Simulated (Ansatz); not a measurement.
Consider Mo$_{14}$S$_{27}$ (cell with a defect).

Input

```
crystal:
  lattice:
    - [6.2443904615, -5.407800761, 0.0]
    - [1.5610976068, 8.1117011513, 0.0]
    - [0.0, 0.0, 12.0794414733]
  atoms:
    - { symbol: Mo, position: [0.1904761905, 0.2380952381, 0.25] }
    - { symbol: Mo, position: [0.9047619048, 0.380952381, 0.25] }
    - { symbol: Mo, position: [0.619047619, 0.5238095238, 0.25] }
    - { symbol: Mo, position: [0.3333333333, 0.6666666667, 0.25] }
    - { symbol: Mo, position: [0.0476190476, 0.8095238095, 0.25] }
    - { symbol: Mo, position: [0.7619047619, 0.9523809524, 0.25] }
    - { symbol: Mo, position: [0.4761904762, 0.0952380952, 0.25] }
    - { symbol: Mo, position: [0.9543956454, 0.1926222224, 0.750021316] }
    - { symbol: Mo, position: [0.6666666667, 0.3333333333, 0.75] }
    - { symbol: Mo, position: [0.379898507, 0.4800837431, 0.7464232507] }
    - { symbol: Mo, position: [0.0952380952, 0.619047619, 0.75] }
    - { symbol: Mo, position: [0.8095238095, 0.7619047619, 0.75] }
    - { symbol: Mo, position: [0.5238095238, 0.9047619048, 0.75] }
    - { symbol: Mo, position: [0.2479284102, 0.0594652155, 0.7423238158] }
    - { symbol: S, position: [0.9047619048, 0.380952381, 0.6213370735] }
    - { symbol: S, position: [0.619047619, 0.5238095238, 0.6213370735] }
    - { symbol: S, position: [0.3333333333, 0.6666666667, 0.6213370735] }
    - { symbol: S, position: [0.0476190476, 0.8095238095, 0.6213370735] }
    - { symbol: S, position: [0.7619047619, 0.9523809524, 0.6213370735] }
    - { symbol: S, position: [0.4761904762, 0.0952380952, 0.6213370735] }
    - { symbol: S, position: [0.9523809524, 0.1904761905, 0.3786629265] }
    - { symbol: S, position: [0.6666666667, 0.3333333333, 0.3786629265] }
    - { symbol: S, position: [0.380952381, 0.4761904762, 0.3786629265] }
    - { symbol: S, position: [0.0952380952, 0.619047619, 0.3786629265] }
    - { symbol: S, position: [0.8095238095, 0.7619047619, 0.3786629265] }
    - { symbol: S, position: [0.5238095238, 0.9047619048, 0.3786629265] }
    - { symbol: S, position: [0.2380952381, 0.0476190476, 0.3786629265] }
    - { symbol: S, position: [0.1904761905, 0.2380952381, 0.8786629265] }
    - { symbol: S, position: [0.9047619048, 0.380952381, 0.8786629265] }
    - { symbol: S, position: [0.619047619, 0.5238095238, 0.8786629265] }
    - { symbol: S, position: [0.3333333333, 0.6666666667, 0.8786629265] }
    - { symbol: S, position: [0.0476190476, 0.8095238095, 0.8786629265] }
    - { symbol: S, position: [0.7619047619, 0.9523809524, 0.8786629265] }
    - { symbol: S, position: [0.4761904762, 0.0952380952, 0.8786629265] }
    - { symbol: S, position: [0.9523809524, 0.1904761905, 0.1213370735] }
    - { symbol: S, position: [0.6666666667, 0.3333333333, 0.1213370735] }
    - { symbol: S, position: [0.380952381, 0.4761904762, 0.1213370735] }
    - { symbol: S, position: [0.0952380952, 0.619047619, 0.1213370735] }
    - { symbol: S, position: [0.8095238095, 0.7619047619, 0.1213370735] }
    - { symbol: S, position: [0.5238095238, 0.9047619048, 0.1213370735] }
    - { symbol: S, position: [0.2380952381, 0.0476190476, 0.1213370735] }
  host:
    lattice:
      - [3.1221952283, 2.8e-09, 0.0]
      - [-1.5610976166, 2.7039003819, 0.0]
      - [0.0, 0.0, 12.0794414733]
    atoms:
      - { symbol: Mo, position: [0.6666666667, 0.3333333333, 0.25] }
      - { symbol: Mo, position: [0.3333333333, 0.6666666667, 0.75] }
      - { symbol: S, position: [0.6666666667, 0.3333333333, 0.6213370735] }
      - { symbol: S, position: [0.3333333333, 0.6666666667, 0.3786629265] }
      - { symbol: S, position: [0.6666666667, 0.3333333333, 0.8786629265] }
      - { symbol: S, position: [0.3333333333, 0.6666666667, 0.1213370735] }
basis:
  ecutwfc: 420
  xc_grid: 2
kpoints:
  mp_grid: { grid: [2, 2, 2], shift: [0.0, 0.0, 0.0] }
hamiltonian:
  xc: lda
scf:
  occupations: { method: gaussian, width: 0.01 }
output:
  forces: true
  stress: false
  eigenvalues: true
  charged_corrections:
    defect_position: [0.19047619, 0.23809524, 0.62133707]
    epsilon: [[15.6398, 0.0, 0.0], [0.0, 15.6398, 0.0], [0.0, 0.0, 7.4541]]
  write_density: true
  write_potential: true
  elf: true
  volumetric_format: npy
relax:
  adjacent_minimum: "off"
  f_tol: 0.025
  max_steps: 45
```

Launched as:

```sh
ansatz run input.yaml --threads 4 --pin off --max-ram 8192MiB --backend cpu --events-out ev --progress --plain --runs-dir out
```

The fields are those of the relaxed geometry.

Computed without spin polarisation.

All numbers below come from DFT LDA, scalar-relativistic, plane waves, PAW (Ansatz 0.2.0).

> What will maps of the valence pseudo-density and electron localisation function show?

Mo–S (2.38 Å): ρ is about 0.64 e/Å³ halfway; the ELF peaks at about 0.85 in the valence shell of S, 0.8 Å from its nucleus, and is about 0.45 at the midpoint.

> Metal or insulator at this level of theory?

It is gapped, with a Kohn–Sham gap of 0.43 eV on the k-point mesh, an upper bound to the gap of this method.

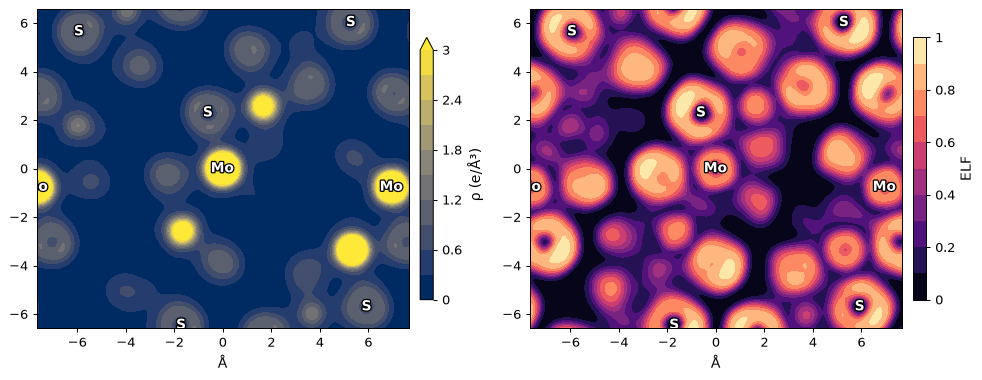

Computed valence pseudo-density and electron localisation function on the (111) plane of the calculation cell, in this order. Atoms just off the plane (Mo, 0.3 Å away and S, 0.3 Å away) can leave unmarked features too.

In a PAW calculation such maps are meaningful between the atoms, not at the nuclei.
